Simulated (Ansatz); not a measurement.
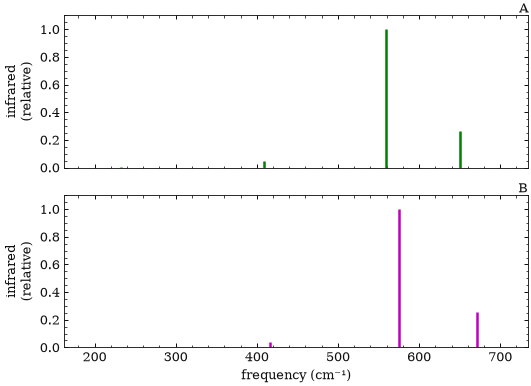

The figure compares two calculations of the infrared spectrum of the zone-centre phonons. The first is for AlGa₃N₄, space group P-43m (No. 215).

Cell as given: a = 4.468 Å, b = 4.468 Å, c = 4.468 Å, α = 90.00°, β = 90.00°, γ = 90.00°; 8 atoms.

Method: infrared-active and silent optical phonons at the zone centre of an insulator with atoms at rest in the given cell, intensity summed over the level, zero macroscopic field, imaginary frequencies are negative, field response on a mesh refined by the program; PAW (Ansatz 0.2.0). Level: PBEsol, no spin polarisation.

wave cutoff 420 eV; k mesh 6×6×6; occupations fixed; pressure 0 GPa.

In the second, the cell is compressed by 2.0 % in volume, to 10.92 Å³/atom.

### Which of A and B is the second calculation, and what did the change do?

B. The strongest infrared line rises from 559.1 to 575.3 cm⁻¹ (+2.9 %) and the highest clear line rises from 650.6 to 671.7 cm⁻¹ (+3.2 %). The shift of the strongest infrared line amounts to a Grüneisen parameter of 1.41.

For both, limits of the calculation: field response not converged on the k mesh.
